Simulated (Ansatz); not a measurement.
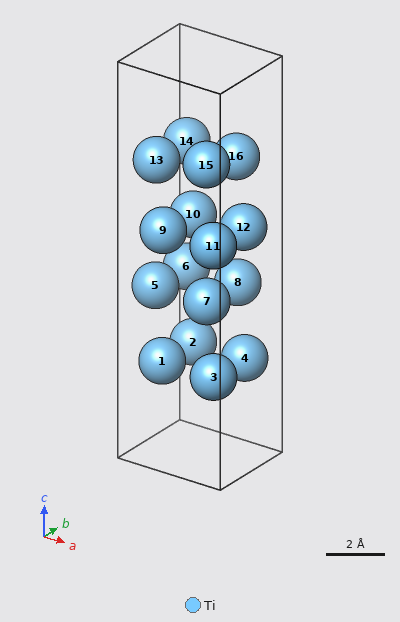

The structure (spheres-only view of the cell of the calculation, with the vacuum cut short, seen slightly off an axis; atoms are numbered from 1 in the order of the input). An atom can appear more than once, as a periodic image.

Single-point calculation, with input and output: Ti (part 1 of 2)

The run: single-point calculation of Ti (slab, 16 atoms in the cell). Method and program: DFT PBE+D3(BJ), scalar-relativistic, plane waves, PAW, no spin polarisation (Ansatz 0.2.0).

The structure derives from an entry of the Crystallography Open Database. It belongs to a series of runs on one base structure; here: the slab at its places in the relaxed adsorbed structure. Figures and captions count atoms from 1; the log counts them from 0 in places.

## Input file
```yaml
crystal:
  lattice:
    - [5.7729299511, 0.0, 0.0]
    - [-2.8864649755, 4.9995039919, 0.0]
    - [0.0, 0.0, 26.5506234734]
  atoms:
    - { symbol: Ti, position: [0.3333333333, 0.1666666667, 0.3013111917] }
    - { symbol: Ti, position: [0.3333333333, 0.6666666667, 0.3013111917] }
    - { symbol: Ti, position: [0.8333333333, 0.1666666667, 0.3013111917] }
    - { symbol: Ti, position: [0.8333333333, 0.6666666667, 0.3013111917] }
    - { symbol: Ti, position: [0.1666666667, 0.3333333333, 0.3874500788] }
    - { symbol: Ti, position: [0.1666666667, 0.8333333333, 0.3874500788] }
    - { symbol: Ti, position: [0.6666666667, 0.3333333333, 0.3874500788] }
    - { symbol: Ti, position: [0.6666666667, 0.8333333333, 0.3874500788] }
    - { symbol: Ti, position: [0.3420307621, 0.1699785066, 0.4777507072] }
    - { symbol: Ti, position: [0.3327105171, 0.6659087185, 0.4732861326] }
    - { symbol: Ti, position: [0.8290038343, 0.1702172882, 0.4781414367] }
    - { symbol: Ti, position: [0.8289734588, 0.6576391593, 0.4782194425] }
    - { symbol: Ti, position: [0.1725703199, 0.3415933156, 0.5565888453] }
    - { symbol: Ti, position: [0.1725367688, 0.8295231373, 0.5569147953] }
    - { symbol: Ti, position: [0.664287024, 0.3312499878, 0.572136393] }
    - { symbol: Ti, position: [0.6557376798, 0.8274353258, 0.5572052519] }
basis:
  ecutwfc: 420
kpoints:
  mp_grid: { grid: [4, 4, 1] }
hamiltonian:
  xc: pbe
  dispersion: d3bj
scf:
  occupations: { method: gaussian, width: 0.1 }
output:
  forces: true
  eigenvalues: true
  write_density: true
  volumetric_format: npy
efield:
  axis: 3
  dipole_correction: true
  ramp_width: 0.04
```

Run on 4 threads of Arm Neoverse V1, 24 GiB of memory available, shared host.

Command:
```bash
ansatz run input.yaml --threads 4 --pin off --max-ram 10240MiB --backend cpu --events-out ev --progress --plain --runs-dir out
```

## Log
```
Engine: ansatz 0.2.0, aarch64-unknown-linux-gnu
Pseudopotentials: kind: paw
Pseudopotential: Ti, paw, valence charge 12, recommended cutoff 420 eV (normal), Ti.paw.azcp
Functional definition: PBE
  parameter kappa = 0.804
  parameter beta = 0.06672455060314922
  exchange = pbe_x(kappa = kappa, mu = beta*pi^2/3)
  correlation = pbe_c(beta = beta)
Crystal: 16 atoms, lattice volume = 766.298 Å³
Basis set: ecut = 420 eV, 15053 PW (Γ), exchange–correlation on 80×80×360 points (8 copies of the dense FFT grid, shifted against one another)
Bands: 116, of which v1, the nominal top of the filled ones, is band 96 counted from 1 (95 counted from 0)
Symmetry: 1 space group operations
Space group: P1 (ITA 1), of the structure as read, at distance tolerance 9.2e-5 Å
k-points: 10 of 16 (time reversal used)
Non-local potential: Ti, projectors of the file, l = 0: 3, l = 1: 2, l = 2: 3, l = 3: 1
PAW form: soft (Blöchl's): semilocal exchange-correlation on the pseudo side does not see the compensation charge
PAW one-centre angular grid: Ti, 590 points (default); XC on 64 Gauss nodes
Initial density: superposition of atomic densities (neutral atoms: chi_scale 0, normalization atom), corrected by the library's trained network
Initial wavefunctions: pseudopotential atomic-orbital guess
Functional: x = pbe(κ = 0.804, μ = 0.2195149727645171), c = pbe(β = 0.06672455060314922)
SCF iter   1: F=—  HF=-39994.649122 eV  |F-HF|=—  |Δ(HF+E_count)|=         —  Δρ=6.90e-3  dr2=3.45e0  ethr=1.77e-3  p=0.032 e·Å  D=7.51e-3 V/Å  ΔV_dip=-0.20 eV  dr2_dipole=8.65e-1  V_vac-E_F(+/−)=4.03/4.23 eV  ⟨swp⟩=8.8  Hψ=5367  notcnv=0
efield: sawtooth ramp at fractional position 0.9167 (placed from the atoms, in the widest stretch of the axis that holds none; the zero of the levels goes with the place), width 0.0400; the density the first Hamiltonian is built on has a dipole p = 0.032 e·Å; the dipole correction subtracts the counter field D = 7.51e-3 V/Å, which shifts the + side's vacuum level by -0.20 eV against the − side's; the planar-averaged density in the ramp window peaks in size at 8.1e-6 e/Å³
preconditioner: auto → LDOS  [metal: Δε(μ)=0.041 eV  Ē_g=2.186 eV  σ=0.100 eV  W_gap=0.23  n_scr=108 (ndim 8)  ℏωp=10.7 eV  f_vac=0.578  D(μ)=27.40/eV (n_scr^D=218)  β→1.0]
SCF iter   2: F=—  HF=-39994.614863 eV  |F-HF|=—  |Δ(HF+E_count)|=   3.43e-2  Δρ=2.88e-3  dr2=2.34e-1  ethr=1.77e-3  p=0.025 e·Å  D=5.93e-3 V/Å  ΔV_dip=-0.16 eV  dr2_dipole=6.27e-3  V_vac-E_F(+/−)=4.32/4.48 eV  ⟨swp⟩=1.4  Hψ=1361  notcnv=0  defer=7
SCF iter   3: F=—  HF=-39994.610761 eV  |F-HF|=—  |Δ(HF+E_count)|=   4.10e-3  Δρ=8.16e-4  dr2=2.47e-2  ethr=1.22e-4  p=0.027 e·Å  D=6.36e-3 V/Å  ΔV_dip=-0.17 eV  dr2_dipole=4.00e-3  V_vac-E_F(+/−)=4.32/4.49 eV  ⟨swp⟩=2.0  Hψ=1494  notcnv=0  defer=34
SCF iter   4: F=—  HF=-39994.610842 eV  |F-HF|=—  |Δ(HF+E_count)|=   8.02e-5  Δρ=2.06e-4  dr2=9.23e-4  ethr=1.29e-5  p=0.029 e·Å  D=6.86e-3 V/Å  ΔV_dip=-0.18 eV  dr2_dipole=1.63e-4  V_vac-E_F(+/−)=4.33/4.51 eV  ⟨swp⟩=2.1  Hψ=1260  notcnv=0  defer=34
SCF iter   5: F=—  HF=-39994.611012 eV  |F-HF|=—  |Δ(HF+E_count)|=   1.70e-4  Δρ=8.30e-5  dr2=8.39e-5  ethr=4.80e-7  p=0.030 e·Å  D=7.14e-3 V/Å  ΔV_dip=-0.19 eV  dr2_dipole=4.19e-7  V_vac-E_F(+/−)=4.33/4.52 eV  ⟨swp⟩=2.2  Hψ=1440  notcnv=0  defer=34
SCF iter   6: F=—  HF=-39994.611268 eV  |F-HF|=—  |Δ(HF+E_count)|=   2.56e-4  Δρ=3.38e-5  dr2=2.03e-5  ethr=4.37e-8  p=0.031 e·Å  D=7.30e-3 V/Å  ΔV_dip=-0.19 eV  dr2_dipole=1.15e-7  V_vac-E_F(+/−)=4.34/4.53 eV  ⟨swp⟩=2.2  Hψ=1578  notcnv=0  defer=3
SCF iter   7: F=—  HF=-39994.611272 eV  |F-HF|=—  |Δ(HF+E_count)|=   4.22e-6  Δρ=1.31e-5  dr2=4.22e-6  ethr=1.06e-8  p=0.031 e·Å  D=7.36e-3 V/Å  ΔV_dip=-0.20 eV  dr2_dipole=6.02e-8  V_vac-E_F(+/−)=4.34/4.53 eV  ⟨swp⟩=2.0  Hψ=1451  notcnv=0  defer=3
SCF iter   8: F=—  HF=-39994.611273 eV  |F-HF|=—  |Δ(HF+E_count)|=   9.19e-7  Δρ=4.20e-6  dr2=2.26e-7  ethr=2.20e-9  p=0.031 e·Å  D=7.39e-3 V/Å  ΔV_dip=-0.20 eV  dr2_dipole=9.89e-9  V_vac-E_F(+/−)=4.34/4.53 eV  ⟨swp⟩=2.0  Hψ=1453  notcnv=0  defer=3
SCF iter   9: F=-39994.611273 eV  HF=-39994.611273 eV  |F-HF|=3.33e-8  |Δ(HF+E_count)|=   2.18e-7  Δρ=1.54e-6  dr2=3.62e-8  ethr=5.21e-11  p=0.031 e·Å  D=7.41e-3 V/Å  ΔV_dip=-0.20 eV  dr2_dipole=6.01e-9  V_vac-E_F(+/−)=4.34/4.53 eV  ⟨swp⟩=15.1  Hψ=4810  notcnv=0
SCF 1 converged in 9 iterations: F = -39994.611273 eV  dr2 = 3.62e-8
  greatest PAW one-centre occupation: 0.999 electrons in one spin orbital (limit 2), on the Ti atom at site 9 (counted from 0), in its partial waves of l = 0
```

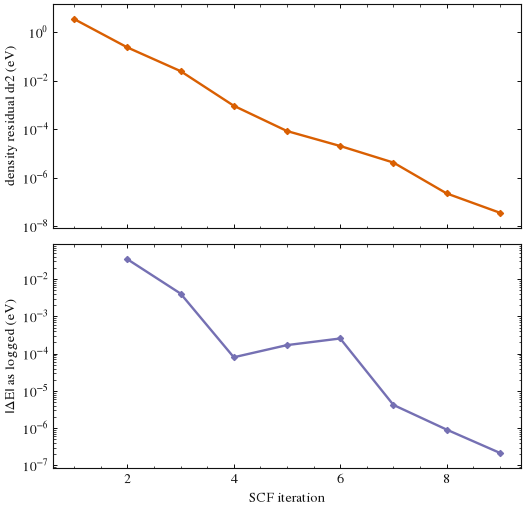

Convergence of the self-consistent field: density residual dr2 and size of the energy change against the SCF iteration. The residual falls at every step.

```
SCF converged after 9 iterations
Free energy (F): -39994.611273 eV
Harris-Foulkes:  -39994.611273 eV  (|F-HF|=3.33e-8)
Internal energy: -39994.466641 eV  (E = F + TS)
E sigma→0 (E₀):  -39994.538957 eV
Entropy (-TS):   -0.144632 eV (-9.040 meV/atom)
Fermi energy:    2.120111 eV
Dipole field:    D = 0.007462 V/Å  (p = 0.031602 e·Å, saw-weighted, corrected)
Work function:   Φ+ = 4.3355 eV   Φ− = 4.5337 eV
Levels:          The Fermi level and band energies are counted from a zero that moves with the ramp; work functions are not
--- Per-component energies (eV) ---
  E_band       = -4665.885139
  E_kinetic    = 4361.260831
  E_local      = -235543.995159  (includes V_loc(G=0)·N_el)
  E_nonlocal   = 138.099915
  E_hartree    = 115531.950951
  E_xc         = -1554.177934
  E_vxc        = -1943.799324  (∫ρ·V_xc dr)
  E_paw        = -16765.811039  (= ΣΔE_a)
  E_vpaw       = -2741.586379  (= ΣTr[D̂ρ^β])
  E_aug_tail   = 0.001875  (compensation charges beyond the density's cutoff)
  E_efield     = 0.000118  (sawtooth field / dipole correction)
  E_vefield    = 0.195892  (∫n·V_field dr)
  E_ewald      = 93845.642689
  E_disp       = -7.438889  (pairwise vdW)
  E_smearing   = -0.144632  (= −TS)
  E_closure    = -0.000000  (closes the sum)
  Σ components = -39994.611273   (vs F -39994.611273, Δ=0.00e0)
--- Forces (eV/Å), atoms counted from 1 ---
  atom   1  Ti     0.00152603     0.00090193     0.49422727
  atom   2  Ti    -0.00205433    -0.00279862     0.44807496
  atom   3  Ti    -0.00194973     0.00515755     0.50254469
  atom   4  Ti     0.00375807    -0.00641704     0.50262402
  atom   5  Ti    -0.00564815    -0.11176627    -0.61142860
  atom   6  Ti    -0.10172579     0.04539041    -0.60694197
  atom   7  Ti     0.01205424     0.00873922    -0.17572547
  atom   8  Ti     0.09697807     0.05565111    -0.58629380
  atom   9  Ti     0.02704580     0.02329872     0.10275994
  atom  10  Ti     0.00326155     0.00188429     0.00915843
  atom  11  Ti    -0.02866957     0.00817898     0.09676453
  atom  12  Ti    -0.00557797    -0.02966656     0.10782096
  atom  13  Ti    -0.01751695     0.01164645     0.16530216
  atom  14  Ti     0.00004658    -0.02209945     0.13138485
  atom  15  Ti     0.01103034     0.00913784    -0.69230191
  atom  16  Ti     0.00744576     0.00276571     0.11202018
  max |Σ_I F_I| component: 9.75e-6 eV/Å
--- Band table (eV; the first three rows and the last of 10) ---
  k-point 0: bands = ["-54.8862", "-54.7207", "-54.6322", "-54.6214", "-54.6203", "-54.6010", "-54.5179", "-54.5140", "-54.4970", "-54.4209", "-54.4095", "-54.4033", "-54.4015", "-54.3645", "-54.3620", "-54.3302", "-31.3050", "-31.2537", "-31.2515", "-31.2152", "-31.2140", "-31.2137", "-31.2103", "-31.1681", "-31.1449", "-31.1439", "-31.1396", "-31.0913", "-31.0776", "-31.0770", "-30.9174", "-30.9068", "-30.9054", "-30.8945", "-30.8460", "-30.8452", "-30.7744", "-30.7736", "-30.7724", "-30.7710", "-30.7706", "-30.7557", "-30.7174", "-30.6737", "-30.6408", "-30.6388", "-30.6386", "-30.6376", "-30.6034", "-30.6021", "-30.5708", "-30.5642", "-30.5638", "-30.5536", "-30.5527", "-30.5486", "-30.4956", "-30.4785", "-30.4732", "-30.4719", "-30.4445", "-30.4442", "-30.3819", "-30.3815", "-3.7078", "-2.7354", "-1.5431", "-0.7721", "-0.4729", "-0.4047", "-0.4041", "-0.3210", "-0.3179", "-0.2905", "-0.1022", "-0.0584", "-0.0580", "0.0614", "0.1134", "0.1164", "0.6539", "0.6564", "0.6610", "0.9836", "0.9857", "1.0446", "1.3624", "1.3681", "1.3726", "1.8698", "2.0592", "2.1969", "2.2280", "2.2336", "2.5202", "2.5901", "2.6849", "2.6914", "2.6998", "2.7815", "2.7877", "2.8653", "2.8697", "2.8878", "2.9222", "2.9234", "3.0041", "3.0086", "3.0280", "3.2443", "3.2467", "3.2658", "3.2735", "3.2777", "3.3565", "3.3592"]
```
